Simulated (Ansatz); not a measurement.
Consider GaSb.

```
CELL_PARAMETERS angstrom
3.11180 0.00000 0.00000
0.00000 5.35001 0.00000
0.00000 0.00000 5.78663
ATOMIC_POSITIONS crystal
Sb 0.00000 0.00000 0.50000
Sb 0.50000 0.50000 0.00000
Ga 0.00000 0.00000 0.00000
Ga 0.50000 0.50000 0.50000
```

Space group Immm; a structure from a database of computed crystals, not necessarily the ambient phase.

Level of theory: Ansatz 0.2.0, Kohn-Sham DFT of a periodic cell, HSE06 form with a typed share of exact exchange, Ansatz PAW.

What will maps of the valence pseudo-density and electron localisation function show?

Sb–Sb (3.11 Å): ρ is about 0.24 e/Å³ halfway; the ELF is about 0.45 at the midpoint.
Ga–Sb (3.09 Å): ρ at the midpoint is about 0.2 e/Å³; the ELF is about 0.45 at the midpoint; no localised pair shows between them.

Does the calculation make it a metal, or give it a gap?

It is gapless in this calculation (a metal or semimetal).

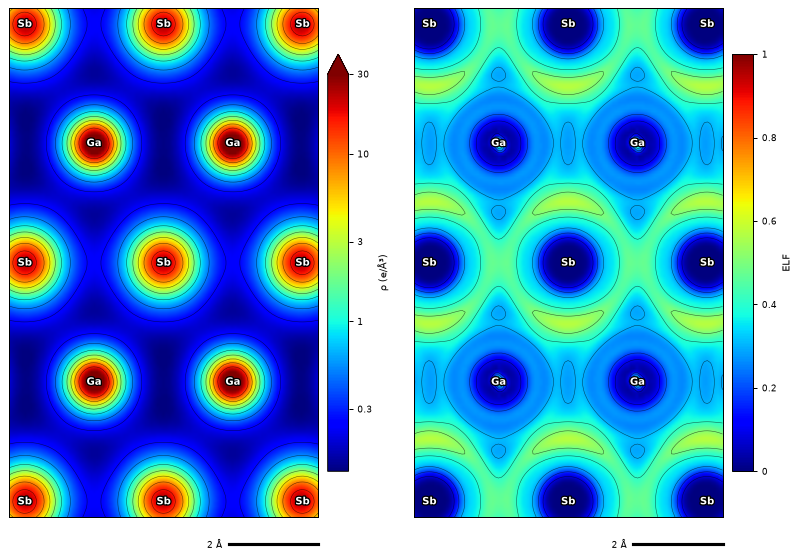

Computed valence pseudo-density and electron localisation function on the (001) plane of the conventional cell, in this order. 

The density is the valence pseudo-density of a PAW calculation; it isn't the true density close to the nuclei.
